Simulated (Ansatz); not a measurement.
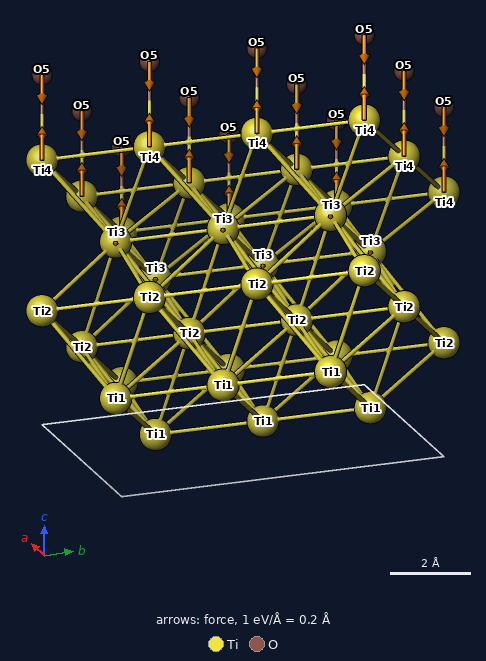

Starting geometry of a slab of composition Ti₄O (cut from the Fm-3m phase) with the computed forces as orange arrows. A ball-and-stick model of the 2 × 3 repeat of the cell, outlined in the plane, without the vacuum, seen from a free direction.

Case: O put at a top Ti site. The slab is the (1 0 0) face of Ti with O on it. 2 atoms are held fixed.

Method: Ansatz 0.2.0, DFT PBEsol, scalar-relativistic, plane waves, PAW. Settings: plane-wave cutoff 420 eV; k-point mesh 10 × 10 × 1; occupations gaussian; smearing width 0.1 eV; no spin polarisation; dipole correction; atoms relaxed in a fixed cell; force threshold 0.03 eV/Å; at most 70 steps.

Is this structure relaxed? If not, where do the atoms go?

It isn't relaxed: the largest force vector, on Ti4, is 4.58 eV/Å. The atoms end up moving mostly along the starting forces (cosine between the two patterns 0.97). The energy falls by 3.086 eV per cell of the calculation in 6 geometry steps. Largest force component: 4.6 eV/Å at the start, 0.0017 eV/Å at the end. O5 moves most: 0.39 Å along the normal (−c). Largest moves by element: O 0.39 Å, Ti 0.28 Å. The cell stays as it was. Some distances before and after: Ti4–O5 2.260 → 1.589 Å, Ti3–Ti4 2.760 → 3.044 Å, Ti2–Ti3 2.940 → 2.858 Å. The run took 2.7 min on 1 thread of Intel(R) Xeon(R) Platinum 8375C CPU @ 2.90GHz (Ice Lake), on a shared host, peak memory 0.5 GiB.

Limits of the set-up: the periodic images lie only 2.9 Å apart, so the values are limited by the cell's size.
